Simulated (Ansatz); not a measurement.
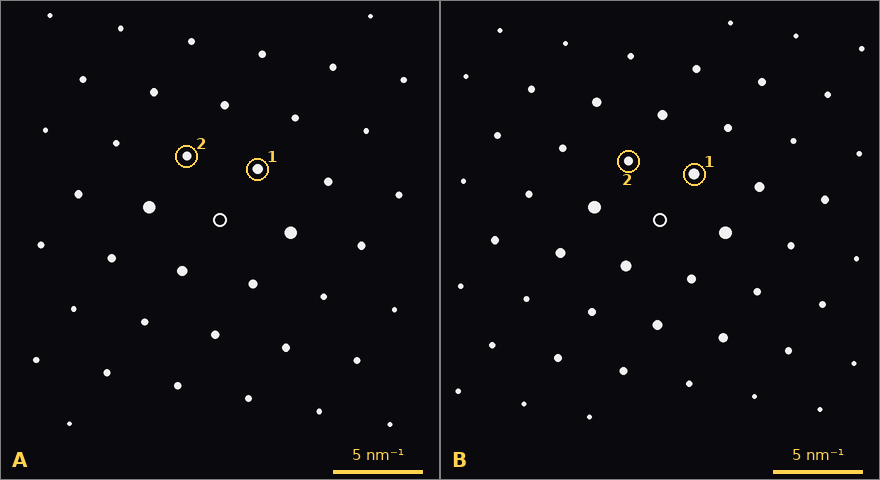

Kinematic electron diffraction patterns (120 kV, B = 0.5 Å², same scale) along [101] of the run's own cell, for the start and the end of one relaxation of CeO2 with DFT PBEsol, scalar-relativistic, plane waves, PAW in Ansatz. k mesh 12×12×8. The start is a generated model structure, and the relaxation ends in the nearest stationary point of its symmetry, not necessarily the ground state. Spot 1 is 0 -1 0 and spot 2 is 1 -1 -1 in both.

Start structure:

```
CELL_PARAMETERS angstrom
3.23413 0.00000 0.00000
-1.61707 2.80084 0.00000
0.00000 0.00000 5.21733
ATOMIC_POSITIONS crystal
Ce 0.00000 0.00000 0.00000
O 0.33333 0.66667 0.25200
O 0.66667 0.33333 0.74800
```

Which pattern belongs to the start structure, and which to the relaxed one?

A is the start: its cell gives d(1) = 2.801 Å, d(2) = 2.468 Å and an angle of 63.9°. B is the relaxed structure, with d(1) = 3.102 Å (+10.8 %), d(2) = 2.657 Å (+7.7 %) and 64.6°.

Name reflections whose intensity changes strongly on relaxation.

2 -1 -2 goes from 4.7 to 11 % of the strongest spot; 1 1 -1 goes from 20 to 39 % of the strongest spot; 2 1 -2 goes from 8 to 16 % of the strongest spot.

What did the relaxation do to the structure and the energy?

The volume changed by +21.0 % to 19.06 Å³ an atom; with the mean shift removed, the atoms moved by up to 0.41 Å relative to the cell (O most); the space group stayed P-3m1 (No. 164); the free energy fell by 640 meV an atom. Relaxed cell: a = 3.582 Å, b = 3.582 Å, c = 5.147 Å, α = 90.00°, β = 90.00°, γ = 120.00°.
